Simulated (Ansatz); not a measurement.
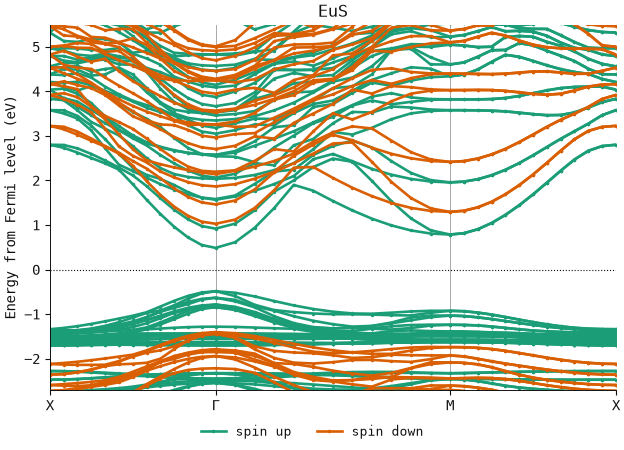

Band structure. Energies are counted from the Fermi level.

Structure: a (100) slab cut from EuS (Fm-3m), ended by EuS planes, 8 atoms in the cell.

Level of theory: DFT PBE+U, scalar-relativistic, plane waves, PAW, Ueff = 6 eV on Eu f, spin-polarised, 6×6×1 k mesh, 420 eV cutoff; code Ansatz.

Q: Is there a gap? Give its size, its kind and where the band edges lie.

A: A semiconductor. The gap along this path is 0.97 eV and direct: both edges lie at Γ. The top filled level has spin up and the bottom empty one spin up.

The run may have settled in a state above the lowest, so this need not be the ground state. Spin-orbit coupling is left out, which matters for Eu.
